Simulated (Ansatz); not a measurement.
Run report: Si$_{5}$C, geometry relaxation (part 2 of 3)

The same run, continued: Si$_{5}$C (P-6m2, 6 atoms in the cell); DFT PBE, scalar-relativistic, plane waves, PAW, no spin polarisation (Ansatz 0.2.0); cutoff 420 eV, 12×12×4 k-mesh, Gaussian smearing of 0.1 eV. The structure was made by a generator, so it may or may not be a known phase.

Geometry of the input (Å; fractional positions):
```
3.1062  0.0000  0.0000
-1.5531  2.6900  0.0000
0.0000  0.0000  13.8531
Si 0.3333  0.6667  0.5848
Si 0.3333  0.6667  0.0000
Si 0.3333  0.6667  0.4152
Si 0.6667  0.3333  0.7025
Si 0.6667  0.3333  0.2975
C  0.6667  0.3333  0.0000
```

**What the program printed, continued**
```
relax step   7: F+E_penalty+E_count = -3426.56668633 eV  Δ(F+E_penalty+E_count) = +6.894e-5 eV  max|allowed force component| = 7.783e-3 eV/Å  Δτ_max = 0.0060 Å  P = +0.004 GPa  Ω = 121.103 Å³  energy of the carried Pulay correction = -1.992e-3 eV  (7 SCF iters, dr2 threshold 7.30e-9 eV, accepted)
Crystal: 6 atoms, lattice volume = 121.284 Å³
iter 1 solved again at ethr=2.04e-7 eV; its pass at ethr=3.10e-3 eV (dr2=4.90e-5 eV) is discarded
SCF iter   1: F=—  HF=-3426.566584 eV  |F-HF|=—  |Δ(HF+E_count)|=         —  Δρ=1.60e-4  dr2=4.88e-5  ethr=2.04e-7  ⟨swp⟩=2.7  Hψ=6718  notcnv=0
preconditioner: auto → LDOS  [insulator: Δε(μ)=0.206 eV  Ē_g=8.129 eV  σ=0.100 eV  W_gap=0.50  n_scr=8 (ndim 8)  ℏωp=16.5 eV  f_vac=0.020  D(μ)=0.45/eV (n_scr^D=2)  ε∞_Penn≈5.1  β→1.0]
SCF iter   2: F=—  HF=-3426.566645 eV  |F-HF|=—  |Δ(HF+E_count)|=   6.19e-5  Δρ=9.93e-5  dr2=4.99e-5  ethr=2.03e-7  ⟨swp⟩=2.1  Hψ=1646  notcnv=0
SCF iter   3: F=—  HF=-3426.566644 eV  |F-HF|=—  |Δ(HF+E_count)|=   1.52e-6  Δρ=6.79e-5  dr2=5.36e-5  ethr=2.03e-7  ⟨swp⟩=2.1  Hψ=1576  notcnv=0
SCF iter   4: F=—  HF=-3426.566640 eV  |F-HF|=—  |Δ(HF+E_count)|=   4.30e-6  Δρ=3.32e-5  dr2=4.65e-6  ethr=2.03e-7  ⟨swp⟩=1.6  Hψ=1071  notcnv=0
SCF iter   5: F=—  HF=-3426.566634 eV  |F-HF|=—  |Δ(HF+E_count)|=   5.52e-6  Δρ=6.12e-6  dr2=3.86e-7  ethr=1.94e-8  ⟨swp⟩=2.4  Hψ=1487  notcnv=0
SCF iter   6: F=—  HF=-3426.566634 eV  |F-HF|=—  |Δ(HF+E_count)|=   3.63e-7  Δρ=1.95e-6  dr2=9.40e-9  ethr=1.61e-9  ⟨swp⟩=2.0  Hψ=1221  notcnv=0
SCF iter   7: F=—  HF=-3426.566634 eV  |F-HF|=—  |Δ(HF+E_count)|=  4.20e-10  Δρ=3.10e-7  dr2=1.41e-10  ethr=3.92e-11  ⟨swp⟩=2.1  Hψ=1628  notcnv=0
SCF iter   8: F=-3426.566634 eV  HF=-3426.566634 eV  |F-HF|=2.77e-11  |Δ(HF+E_count)|=  8.05e-11  Δρ=1.41e-7  dr2=3.95e-11  ethr=1.00e-12  ⟨swp⟩=7.0  Hψ=4942  notcnv=0
SCF 8 converged in 8 iterations: F = -3426.566634 eV  dr2 = 3.95e-11
relax step   8: F+E_penalty+E_count = -3426.56663378 eV  Δ(F+E_penalty+E_count) = +5.254e-5 eV  max|allowed force component| = 1.796e-3 eV/Å  Δτ_max = 0.0037 Å  P = -0.000 GPa  Ω = 121.284 Å³  energy of the carried Pulay correction = -2.058e-3 eV  (8 SCF iters, accepted)
Initial wavefunctions: pseudopotential atomic-orbital guess (no wavefunctions were taken with the density)
iter 1 solved again at ethr=1.99e-6 eV; its pass at ethr=3.10e-3 eV (dr2=4.78e-4 eV) is discarded
SCF iter   1: F=—  HF=-3426.569264 eV  |F-HF|=—  |Δ(HF+E_count)|=         —  Δρ=9.61e-5  dr2=1.85e-6  ethr=1.99e-6  ⟨swp⟩=3.2  Hψ=9221  notcnv=0
eigensolver tolerance schedule: the retry pair's looser diagonalisation over-reported the residual by 257.29 of it (diagonalisation noise at 0.20 of the residual, at the tolerance the schedule requests for it); recorded, not acted on — ethr = c·dr2/N_el stays at c = 1.0e-1
preconditioner: auto → LDOS  [metal: Δε(μ)=0.206 eV  Ē_g=8.129 eV  σ=0.100 eV  W_gap=0.50  n_scr=8 (ndim 8)  ℏωp=16.5 eV  f_vac=0.019  D(μ)=0.45/eV (n_scr^D=2)  β→1.0]
SCF iter   2: F=—  HF=-3426.569339 eV  |F-HF|=—  |Δ(HF+E_count)|=   7.52e-5  Δρ=3.68e-5  dr2=2.05e-6  ethr=7.70e-9  ⟨swp⟩=2.3  Hψ=1754  notcnv=0
SCF iter   3: F=—  HF=-3426.569339 eV  |F-HF|=—  |Δ(HF+E_count)|=   2.85e-7  Δρ=2.27e-5  dr2=1.09e-6  ethr=7.70e-9  ⟨swp⟩=2.0  Hψ=1639  notcnv=0
SCF iter   4: F=—  HF=-3426.569339 eV  |F-HF|=—  |Δ(HF+E_count)|=   2.02e-7  Δρ=1.04e-5  dr2=2.33e-7  ethr=4.54e-9  ⟨swp⟩=2.2  Hψ=1455  notcnv=0
SCF iter   5: F=—  HF=-3426.569339 eV  |F-HF|=—  |Δ(HF+E_count)|=   5.23e-8  Δρ=2.37e-6  dr2=1.01e-8  ethr=9.71e-10  ⟨swp⟩=2.0  Hψ=1459  notcnv=0
SCF iter   6: F=—  HF=-3426.569339 eV  |F-HF|=—  |Δ(HF+E_count)|=   2.10e-9  Δρ=3.40e-7  dr2=1.83e-10  ethr=4.21e-11  ⟨swp⟩=2.0  Hψ=1531  notcnv=0
SCF iter   7: F=-3426.569339 eV  HF=-3426.569339 eV  |F-HF|=4.55e-13  |Δ(HF+E_count)|=  2.09e-11  Δρ=3.64e-8  dr2=1.22e-12  ethr=1.00e-12  ⟨swp⟩=7.6  Hψ=5307  notcnv=0
SCF 9 converged in 7 iterations: F = -3426.569339 eV  dr2 = 1.22e-12
relax step   9: F+E_penalty+E_count = -3426.56933875 eV  Δ(F+E_penalty+E_count) = -2.705e-3 eV  max|allowed force component| = 1.919e-3 eV/Å  Δτ_max = 0.0000 Å  P = +0.036 GPa  Ω = 121.284 Å³  stress off target by 5.42e-2 GPa  SCF on the basis re-selected at this cell (its energy is not comparable with the rows above)  (7 SCF iters)
basis re-selected at this cell: Δ(F+E_penalty+E_count) = -2.705e-3 eV, ΔP = +0.036 GPa vs the last step (what re-selecting the basis moved, of the pressure what is left beyond the Pulay correction that the steps carried, after the strain that the cell walked since its last selection, with what the two solves' SCF thresholds leave and, on support functions, any second-order correction that the steps lacked; it is no measure of the basis error at this ecutwfc). This SCF's stress stands 5.42e-2 GPa from its target on what of the cell is left free (relax.cell.stress_tol is 5.00e-2 GPa) and its largest allowed force component is 1.92e-3 eV/Å (relax.f_tol is 1.00e-2 eV/Å): not within both, so this SCF does not close the relaxation
Crystal: 6 atoms, lattice volume = 122.061 Å³
iter 1 solved again at ethr=5.05e-6 eV; its pass at ethr=3.10e-3 eV (dr2=1.21e-3 eV) is discarded
SCF iter   1: F=—  HF=-3426.569360 eV  |F-HF|=—  |Δ(HF+E_count)|=         —  Δρ=7.35e-4  dr2=1.21e-3  ethr=5.05e-6  ⟨swp⟩=2.4  Hψ=6823  notcnv=0
preconditioner: auto → LDOS  [metal: Δε(μ)=0.091 eV  Ē_g=8.124 eV  σ=0.100 eV  W_gap=0.40  n_scr=8 (ndim 8)  ℏωp=16.5 eV  f_vac=0.031  D(μ)=0.45/eV (n_scr^D=2)  β→1.0]
SCF iter   2: F=—  HF=-3426.569464 eV  |F-HF|=—  |Δ(HF+E_count)|=   1.04e-4  Δρ=5.91e-4  dr2=2.26e-3  ethr=5.05e-6  ⟨swp⟩=2.1  Hψ=1693  notcnv=0
SCF iter   3: F=—  HF=-3426.569220 eV  |F-HF|=—  |Δ(HF+E_count)|=   2.43e-4  Δρ=2.58e-4  dr2=9.46e-4  ethr=5.05e-6  ⟨swp⟩=2.1  Hψ=1546  notcnv=0
SCF iter   4: F=—  HF=-3426.569119 eV  |F-HF|=—  |Δ(HF+E_count)|=   1.01e-4  Δρ=9.98e-5  dr2=4.55e-5  ethr=3.94e-6  ⟨swp⟩=1.7  Hψ=1096  notcnv=0
SCF iter   5: F=—  HF=-3426.569176 eV  |F-HF|=—  |Δ(HF+E_count)|=   5.73e-5  Δρ=2.31e-5  dr2=2.56e-6  ethr=1.90e-7  ⟨swp⟩=2.1  Hψ=1400  notcnv=0
SCF iter   6: F=—  HF=-3426.569177 eV  |F-HF|=—  |Δ(HF+E_count)|=   5.40e-7  Δρ=6.64e-6  dr2=5.24e-8  ethr=1.07e-8  ⟨swp⟩=2.3  Hψ=1472  notcnv=0
SCF iter   7: F=-3426.569177 eV  HF=-3426.569177 eV  |F-HF|=1.25e-9  |Δ(HF+E_count)|=   2.39e-8  Δρ=1.12e-6  dr2=1.50e-9  ethr=3.06e-11  ⟨swp⟩=9.9  Hψ=7306  notcnv=0
SCF 10 converged in 7 iterations: F = -3426.569177 eV  dr2 = 1.50e-9
relax step  10: F+E_penalty+E_count = -3426.56917683 eV  Δ(F+E_penalty+E_count) = +1.619e-4 eV  max|allowed force component| = 2.475e-3 eV/Å  Δτ_max = 0.0164 Å  P = +0.012 GPa  Ω = 122.061 Å³  energy of the carried Pulay correction = -2.956e-4 eV  (7 SCF iters, dr2 threshold 7.35e-9 eV, accepted)
Crystal: 6 atoms, lattice volume = 122.339 Å³
Basis set: ecut = 420 eV, 2363 PW (Γ), exchange–correlation on 48×48×192 points (8 copies of the dense FFT grid, shifted against one another)
iter 1 solved again at ethr=7.15e-7 eV; its pass at ethr=3.10e-3 eV (dr2=1.72e-4 eV) is discarded
SCF iter   1: F=—  HF=-3426.569051 eV  |F-HF|=—  |Δ(HF+E_count)|=         —  Δρ=2.69e-4  dr2=1.71e-4  ethr=7.15e-7  ⟨swp⟩=2.5  Hψ=6548  notcnv=0
preconditioner: auto → LDOS  [metal: Δε(μ)=0.096 eV  Ē_g=8.123 eV  σ=0.100 eV  W_gap=0.42  n_scr=8 (ndim 8)  ℏωp=16.4 eV  f_vac=0.031  D(μ)=0.45/eV (n_scr^D=2)  β→1.0]
SCF iter   2: F=—  HF=-3426.569073 eV  |F-HF|=—  |Δ(HF+E_count)|=   2.29e-5  Δρ=2.34e-4  dr2=3.82e-4  ethr=7.11e-7  ⟨swp⟩=2.1  Hψ=1693  notcnv=0
SCF iter   3: F=—  HF=-3426.569030 eV  |F-HF|=—  |Δ(HF+E_count)|=   4.31e-5  Δρ=9.61e-5  dr2=1.36e-4  ethr=7.11e-7  ⟨swp⟩=2.1  Hψ=1555  notcnv=0
SCF iter   4: F=—  HF=-3426.569015 eV  |F-HF|=—  |Δ(HF+E_count)|=   1.53e-5  Δρ=3.61e-5  dr2=6.25e-6  ethr=5.68e-7  ⟨swp⟩=1.7  Hψ=1094  notcnv=0
SCF iter   5: F=—  HF=-3426.569083 eV  |F-HF|=—  |Δ(HF+E_count)|=   6.80e-5  Δρ=9.35e-6  dr2=3.45e-7  ethr=2.61e-8  ⟨swp⟩=2.2  Hψ=1428  notcnv=0
SCF iter   6: F=—  HF=-3426.569080 eV  |F-HF|=—  |Δ(HF+E_count)|=   3.12e-6  Δρ=2.83e-6  dr2=7.96e-9  ethr=1.44e-9  ⟨swp⟩=2.6  Hψ=1617  notcnv=0
SCF iter   7: F=—  HF=-3426.569080 eV  |F-HF|=—  |Δ(HF+E_count)|=   3.79e-9  Δρ=3.79e-7  dr2=1.68e-10  ethr=3.32e-11  ⟨swp⟩=2.1  Hψ=1633  notcnv=0
SCF iter   8: F=-3426.569080 eV  HF=-3426.569080 eV  |F-HF|=1.36e-11  |Δ(HF+E_count)|=  1.90e-10  Δρ=1.08e-7  dr2=1.27e-11  ethr=1.00e-12  ⟨swp⟩=7.0  Hψ=4927  notcnv=0
SCF 11 converged in 8 iterations: F = -3426.569080 eV  dr2 = 1.27e-11
relax step  11: F+E_penalty+E_count = -3426.56907990 eV  Δ(F+E_penalty+E_count) = +9.693e-5 eV  max|allowed force component| = 8.443e-5 eV/Å  Δτ_max = 0.0059 Å  P = +0.001 GPa  Ω = 122.339 Å³  energy of the carried Pulay correction = -4.039e-4 eV  (8 SCF iters, accepted)
iter 1 solved again at ethr=2.03e-6 eV; its pass at ethr=3.10e-3 eV (dr2=4.88e-4 eV) is discarded
SCF iter   1: F=—  HF=-3426.569430 eV  |F-HF|=—  |Δ(HF+E_count)|=         —  Δρ=1.86e-5  dr2=6.46e-8  ethr=2.03e-6  ⟨swp⟩=3.1  Hψ=9232  notcnv=0
eigensolver tolerance schedule: the retry pair's looser diagonalisation over-reported the residual by 7548.92 of it (diagonalisation noise at an unbounded share of the residual, at the tolerance the schedule requests for it); recorded, not acted on — ethr = c·dr2/N_el stays at c = 1.0e-1
preconditioner: auto → LDOS  [metal: Δε(μ)=0.097 eV  Ē_g=8.123 eV  σ=0.100 eV  W_gap=0.42  n_scr=8 (ndim 8)  ℏωp=16.4 eV  f_vac=0.031  D(μ)=0.45/eV (n_scr^D=2)  β→1.0]
SCF iter   2: F=—  HF=-3426.569494 eV  |F-HF|=—  |Δ(HF+E_count)|=   6.38e-5  Δρ=5.04e-6  dr2=1.07e-7  ethr=2.69e-10  ⟨swp⟩=3.8  Hψ=2546  notcnv=0
SCF iter   3: F=—  HF=-3426.569494 eV  |F-HF|=—  |Δ(HF+E_count)|=   1.18e-8  Δρ=3.94e-6  dr2=2.26e-7  ethr=2.69e-10  ⟨swp⟩=2.2  Hψ=1459  notcnv=0
SCF iter   4: F=—  HF=-3426.569494 eV  |F-HF|=—  |Δ(HF+E_count)|=   2.49e-8  Δρ=1.09e-6  dr2=4.07e-9  ethr=2.69e-10  ⟨swp⟩=1.9  Hψ=1202  notcnv=0
SCF iter   5: F=—  HF=-3426.569494 eV  |F-HF|=—  |Δ(HF+E_count)|=  2.36e-10  Δρ=5.62e-7  dr2=7.51e-10  ethr=1.69e-11  ⟨swp⟩=2.1  Hψ=1573  notcnv=0
SCF iter   6: F=-3426.569494 eV  HF=-3426.569494 eV  |F-HF|=3.64e-12  |Δ(HF+E_count)|=  1.24e-10  Δρ=1.42e-7  dr2=2.34e-11  ethr=1.00e-12  ⟨swp⟩=6.1  Hψ=5831  notcnv=0
SCF 12 converged in 6 iterations: F = -3426.569494 eV  dr2 = 2.34e-11
relax step  12: F+E_penalty+E_count = -3426.56949375 eV  Δ(F+E_penalty+E_count) = -4.138e-4 eV  max|allowed force component| = 8.504e-5 eV/Å  Δτ_max = 0.0000 Å  P = +0.003 GPa  Ω = 122.339 Å³  stress off target by 8.51e-3 GPa  SCF on the basis re-selected at this cell (its energy is not comparable with the rows above)  (6 SCF iters)
```

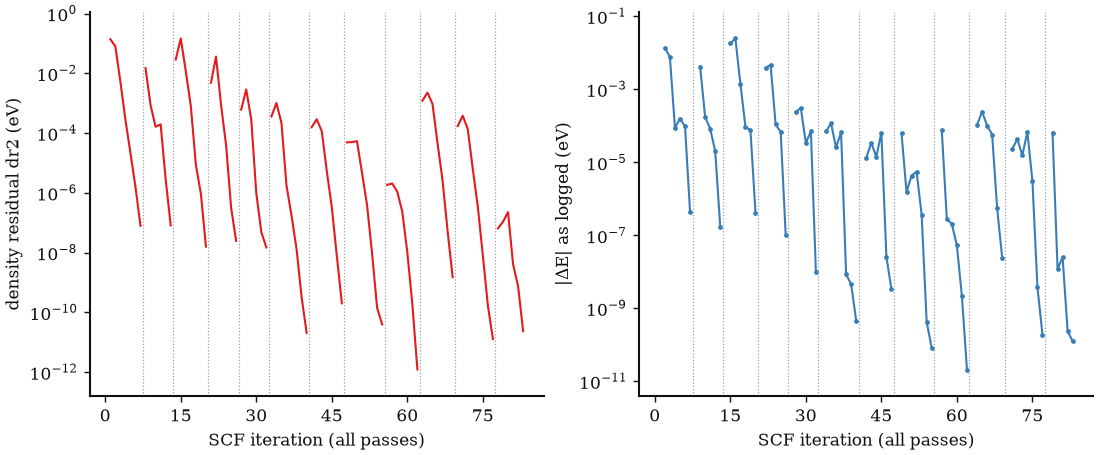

Fig. 1: Convergence of the self-consistent field: density residual dr2 and size of the energy change against the SCF iteration. The dotted lines part the SCF passes of the relaxation: geometry steps, rejected trials and re-solves on a re-selected basis. The 12 passes take 6 to 8 iterations each, 83 in all.

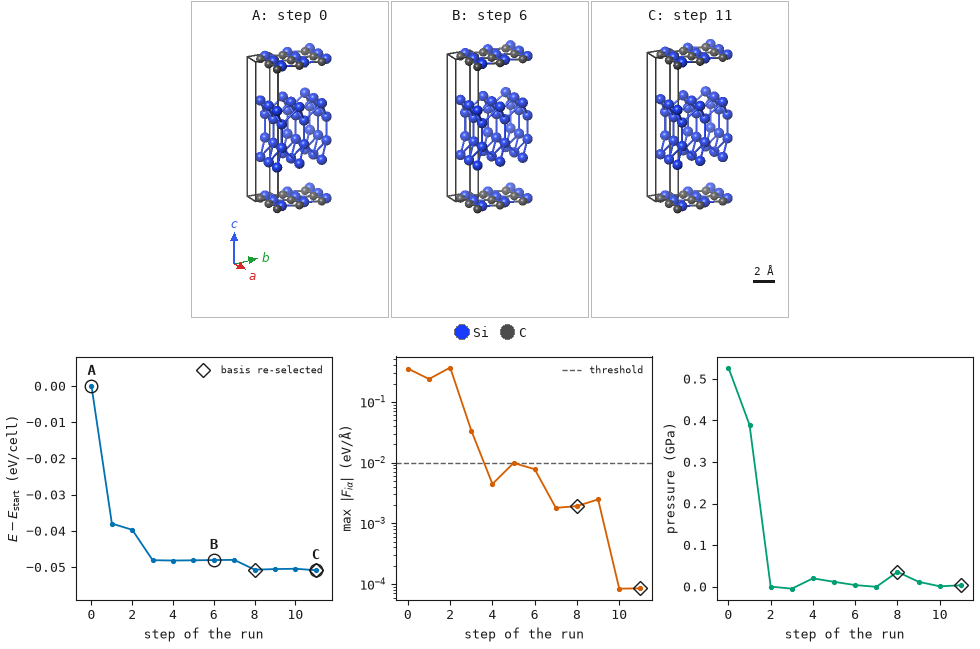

Fig. 2: Frames of the relaxation (ball-and-stick view of the cell of the calculation, repeated 3 × 3 × 1, seen slightly off an axis) above the curves, on which the letters mark them (the first geometry is step 0 here and step 1 in the log).

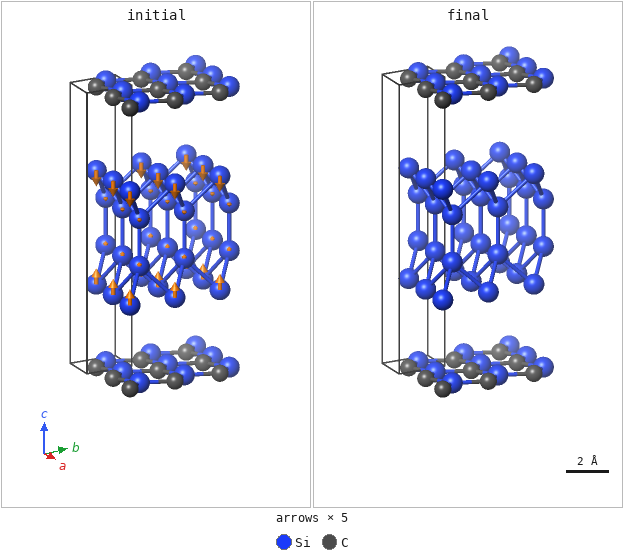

Fig. 3: Before (left) and after (right) the relaxation, at one scale (ball-and-stick view of the cell of the calculation, repeated 3 × 3 × 1, seen slightly off an axis). The orange arrows give the displacements (without the part carried along by the change of the cell), magnified 5 times. Over 9 geometry steps the energy falls by 50.4 meV per cell of the calculation. Largest force component: 0.35 eV/Å at the start, under 0.0001 eV/Å at the end. Pressure: 0.53 GPa at the start and 0.00 GPa at the end. 1 further SCF at an unchanged geometry re-selected the plane-wave basis for the new cell. The largest moves relative to the cell, 0.16 Å, are those of Si4 and Si5. C stays in place. Cell: a = b 3.106 → 3.147 Å (+1.3 %), c 13.853 → 14.261 Å (+2.9 %). Volume +5.7 %. Among the contacts that change: Si1–Si4 2.424 → 2.395 Å, Si2–C6 1.793 → 1.817 Å, Si1–Si3 2.349 → 2.339 Å. Among the angles that change: Si4–Si1–Si4 79.7° → 82.2°. The space group stays P-6m2 (No. 187). The energy change given includes the shifts at the re-selections in mid-walk, which come without any move. A last SCF at the same geometry on a re-selected plane-wave basis shifts the energy by −0.4 meV per cell of the calculation. (Atoms are counted from 1 in the order of the input.)

```
basis re-selected at this cell: Δ(F+E_penalty+E_count) = -4.138e-4 eV, ΔP = +0.002 GPa vs the last step (what re-selecting the basis moved, of the pressure what is left beyond the Pulay correction that the steps carried, after the strain that the cell walked since its last selection, with what the two solves' SCF thresholds leave and, on support functions, any second-order correction that the steps lacked; it is no measure of the basis error at this ecutwfc). This SCF's stress stands 8.51e-3 GPa from its target on what of the cell is left free (relax.cell.stress_tol is 5.00e-2 GPa) and its largest allowed force component is 8.50e-5 eV/Å (relax.f_tol is 1.00e-2 eV/Å): within both
SCF converged after 6 iterations
Free energy (F): -3426.569494 eV
Harris-Foulkes:  -3426.569494 eV  (|F-HF|=3.64e-12)
Internal energy: -3426.567263 eV  (E = F + TS)
E sigma→0 (E₀):  -3426.568378 eV
Entropy (-TS):   -0.002231 eV (-0.372 meV/atom)
Fermi energy:    5.206543 eV
```
